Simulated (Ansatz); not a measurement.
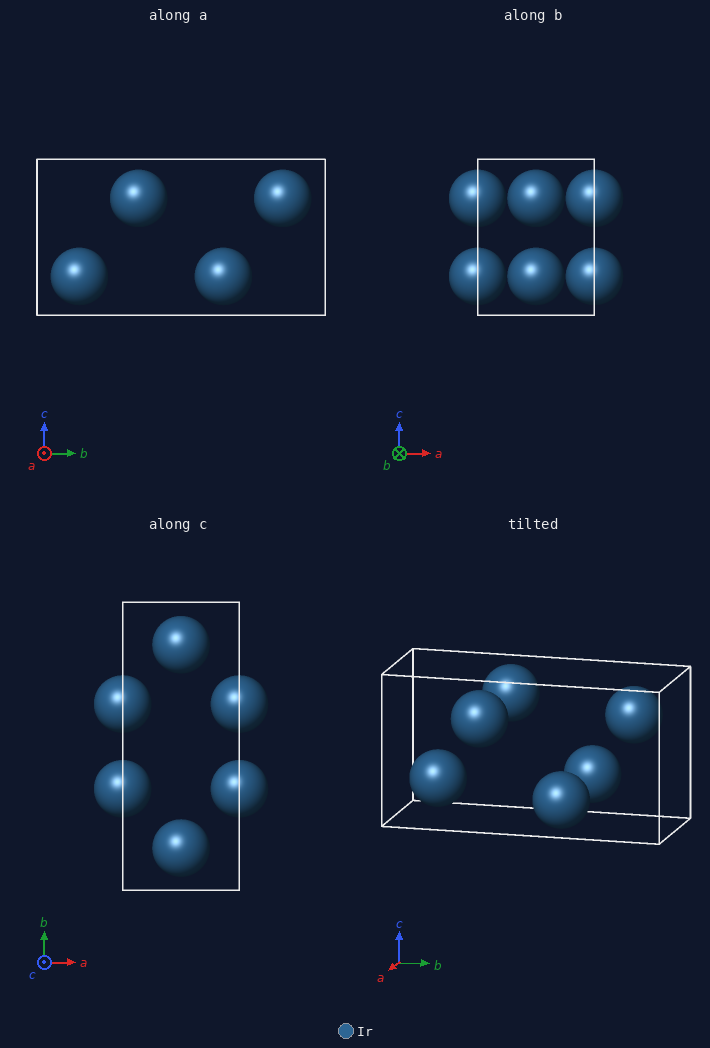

We look at a spheres-only model of the crystal along the a axis, along the b axis, along the c axis and slightly off an axis. The parallelepiped is the conventional unit cell.

Lattice parameters: a = 2.659 Å, b = 6.561 Å, c = 3.554 Å, α = 90.00°, β = 90.00°, γ = 90.00°. Put a along x and b in the xy plane.

Give the atomic positions as a POSCAR file, with free fractional coordinates to two decimals.

Answer.
```
Ir
1.0
     2.659    0.000    0.000
     0.000    6.561    0.000
     0.000    0.000    3.554
Ir
4
Direct
  0.50 0.15 0.25
  0.00 0.35 0.75
  0.00 0.65 0.25
  0.50 0.85 0.75
```

It goes back to a structure type filled with this element by a generator (whether the element takes this form wasn't checked). Earlier steps of the study may have refined or changed the cell and positions. Ansatz was used for an electronic-structure calculation on it.
